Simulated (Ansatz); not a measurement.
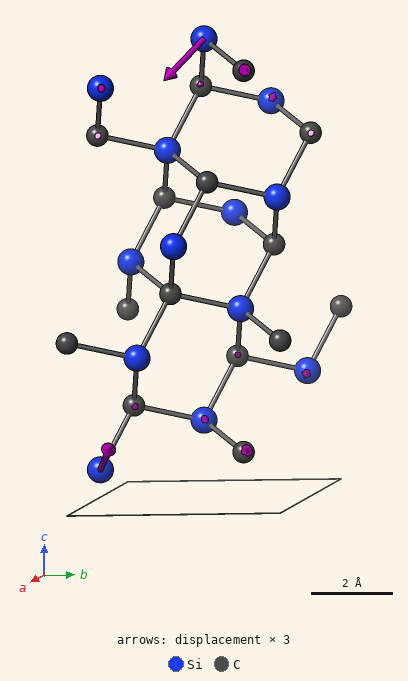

A relaxation of a slab of composition Si$_{12}$C$_{11}$ (cut from the F-43m phase). The starting structure is drawn; purple arrows show the displacements, magnified 3 times.

A ball-and-stick model of the cell of the calculation, outlined in the plane, without the vacuum (origin shifted), seen slightly off an axis.

Case: (2 1 0) slab, atoms relaxed. The slab is the (2 1 0) face of SiC.

The calculation used DFT r2SCAN, scalar-relativistic, plane waves, PAW in Ansatz 0.2.0. Settings: plane-wave cutoff 500 eV; k-point mesh 7 × 6 × 1; occupations gaussian; smearing width 0.05 eV; no spin polarisation; dipole correction; atoms relaxed in a fixed cell; force threshold 0.02 eV/Å; at most 60 steps.

What did the optimiser do to the structure, and how much energy did it gain?

Answer. After 6 geometry steps the energy has fallen by 2.184 eV per cell of the calculation. The largest force component goes from 2.3 to 0.0095 eV/Å. The largest moves relative to the layer's centre, 0.53 Å, are those of Si atoms. By element the largest moves are Si 0.53 Å, C 0.13 Å. The lattice vectors keep their values. Near-neighbour distances that change, for instance: Si–Si 3.080 → 2.549 Å, Si–Si 3.080 → 2.688 Å, Si–Si 3.080 → 2.773 Å, C–Si 1.886 → 1.778 Å. Bond angles that change, for instance: Si–C–Si 109.5° → 125.9°, Si–C–Si 109.5° → 93.6°, Si–C–Si 109.5° → 94.7°.
